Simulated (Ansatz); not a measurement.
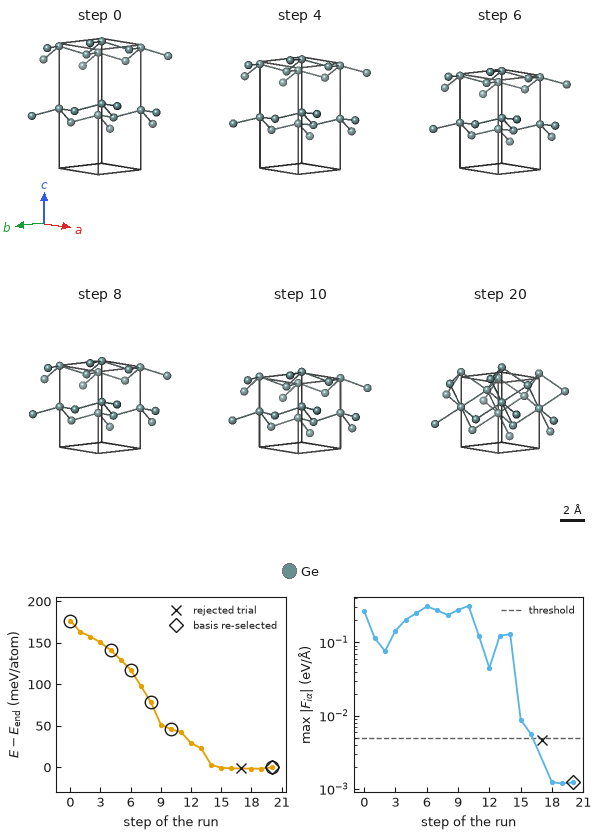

Frames of a relaxation of solid Ge (set up in P6_3mc), marked on the history of the run. Style: ball-and-stick. Shown: the cell of the calculation, from a free direction.

Theory: Ansatz 0.2.0, DFT r2SCAN, scalar-relativistic, plane waves, PAW.

Input file:
```yaml
crystal:
  lattice:
    - [4.0504045371, 0.0, 0.0]
    - [-2.0252022686, 3.5077532247, 0.0]
    - [0.0, 0.0, 10.993359]
  atoms:
    - { symbol: Ge, position: [0.0, 0.0, 0.977452] }
    - { symbol: Ge, position: [0.0, 0.0, 0.477452] }
    - { symbol: Ge, position: [0.33333333, 0.66666667, 0.914848] }
    - { symbol: Ge, position: [0.66666667, 0.33333333, 0.414848] }
basis:
  ecutwfc: 500
kpoints:
  mp_grid: { grid: [12, 12, 4] }
hamiltonian:
  xc: r2scan
scf:
  occupations: { method: gaussian, width: 0.1 }
output:
  forces: true
  stress: true
  eigenvalues: true
  write_density: true
  write_potential: true
  elf: true
  volumetric_format: npy
relax:
  adjacent_minimum: "off"
  f_tol: 0.005
  max_steps: 80
  cell: { stress_tol: 0.05 }
```

Run as
```bash
ansatz run input.yaml --threads 2 --pin off --max-ram 5120MiB --backend cpu --events-out ev --progress --plain --runs-dir out
```

Describe the path.

Answer. The largest moves relative to the cell, 0.57 Å, are those of Ge1, Ge2, Ge3 and Ge4. Ge2 goes along +c. The drawn cell changes as follows: a = b 4.050 → 3.858 Å (−4.7 %), c 10.993 → 6.169 Å (−43.9 %); the volume changes by −49.1 %. Near-neighbour distances that change, for instance: Ge1–Ge4 5.347 → 2.716 Å, Ge1–Ge3 2.438 → 2.703 Å. New bonds form, among them: Ge1–Ge4 (5.35 → 2.72 Å), Ge2–Ge3 (5.35 → 2.72 Å). Bond angles that change, for instance: Ge3–Ge1–Ge3 112.4° → 91.1°. The space group stays P6_3mc (No. 186). The energy falls by 177 meV per atom in 18 accepted moves (20 points after the start). The largest force component goes from 0.27 to 0.0012 eV/Å. The pressure goes from −1.81 to −0.03 GPa. The line search rejected the trial step at point 17 of the run. At 1 point the geometry stayed and the basis and grid were re-selected for the new cell (energy shift of 1.5 meV per atom at most each time). From step 0 to 4: volume −18.3 %, energy −35.6 meV per atom. From step 4 to 6: Ge atoms move most (0.03 Å), volume −11.7 %, energy −23.6 meV per atom. From step 6 to 8: Ge atoms move most (0.09 Å), volume −12.0 %, energy −39.0 meV per atom. From step 8 to 10: Ge atoms move most (0.12 Å), volume −14.1 %, energy −32.8 meV per atom. From step 10 to 20: Ge atoms move most (0.34 Å), volume −6.6 %, energy −45.9 meV per atom.

```json
{"step": "0", "E − E(0), meV/atom": "0.00", "largest force component, eV/Å": "0.2672", "pressure, GPa": "-1.81", "volume, Å³/atom": "39.048", "note": ""}
{"step": "1", "E − E(0), meV/atom": "-13.69", "largest force component, eV/Å": "0.1147", "pressure, GPa": "-0.60", "volume, Å³/atom": "37.400", "note": ""}
{"step": "2", "E − E(0), meV/atom": "-19.22", "largest force component, eV/Å": "0.0759", "pressure, GPa": "0.06", "volume, Å³/atom": "35.855", "note": ""}
{"step": "3", "E − E(0), meV/atom": "-26.36", "largest force component, eV/Å": "0.1449", "pressure, GPa": "0.51", "volume, Å³/atom": "33.758", "note": ""}
{"step": "4", "E − E(0), meV/atom": "-35.64", "largest force component, eV/Å": "0.2045", "pressure, GPa": "0.65", "volume, Å³/atom": "31.894", "note": ""}
{"step": "5", "E − E(0), meV/atom": "-47.05", "largest force component, eV/Å": "0.2501", "pressure, GPa": "0.82", "volume, Å³/atom": "30.028", "note": ""}
{"step": "6", "E − E(0), meV/atom": "-59.23", "largest force component, eV/Å": "0.3084", "pressure, GPa": "1.08", "volume, Å³/atom": "28.168", "note": ""}
{"step": "7", "E − E(0), meV/atom": "-78.54", "largest force component, eV/Å": "0.2744", "pressure, GPa": "0.39", "volume, Å³/atom": "26.646", "note": ""}
{"step": "8", "E − E(0), meV/atom": "-98.22", "largest force component, eV/Å": "0.2361", "pressure, GPa": "0.39", "volume, Å³/atom": "24.786", "note": ""}
{"step": "9", "E − E(0), meV/atom": "-125.36", "largest force component, eV/Å": "0.2756", "pressure, GPa": "0.07", "volume, Å³/atom": "23.116", "note": ""}
{"step": "10", "E − E(0), meV/atom": "-131.05", "largest force component, eV/Å": "0.3156", "pressure, GPa": "2.04", "volume, Å³/atom": "21.296", "note": ""}
{"step": "11", "E − E(0), meV/atom": "-134.34", "largest force component, eV/Å": "0.1222", "pressure, GPa": "-3.57", "volume, Å³/atom": "22.393", "note": ""}
{"step": "12", "E − E(0), meV/atom": "-147.63", "largest force component, eV/Å": "0.0447", "pressure, GPa": "-1.05", "volume, Å³/atom": "21.262", "note": ""}
{"step": "13", "E − E(0), meV/atom": "-154.04", "largest force component, eV/Å": "0.1232", "pressure, GPa": "-0.11", "volume, Å³/atom": "20.672", "note": ""}
{"step": "14", "E − E(0), meV/atom": "-173.84", "largest force component, eV/Å": "0.1289", "pressure, GPa": "1.26", "volume, Å³/atom": "19.677", "note": ""}
{"step": "15", "E − E(0), meV/atom": "-177.48", "largest force component, eV/Å": "0.0088", "pressure, GPa": "0.02", "volume, Å³/atom": "19.834", "note": ""}
{"step": "16", "E − E(0), meV/atom": "-178.17", "largest force component, eV/Å": "0.0056", "pressure, GPa": "-0.44", "volume, Å³/atom": "20.000", "note": ""}
{"step": "17", "E − E(0), meV/atom": "-177.38", "largest force component, eV/Å": "0.0046", "pressure, GPa": "0.97", "volume, Å³/atom": "19.660", "note": "rejected"}
{"step": "18", "E − E(0), meV/atom": "-178.47", "largest force component, eV/Å": "0.0012", "pressure, GPa": "0.12", "volume, Å³/atom": "19.858", "note": ""}
{"step": "19", "E − E(0), meV/atom": "-178.49", "largest force component, eV/Å": "0.0012", "pressure, GPa": "0.00", "volume, Å³/atom": "19.886", "note": ""}
{"step": "20", "E − E(0), meV/atom": "-176.96", "largest force component, eV/Å": "0.0012", "pressure, GPa": "-0.03", "volume, Å³/atom": "19.886", "note": "same geometry, new basis"}
```
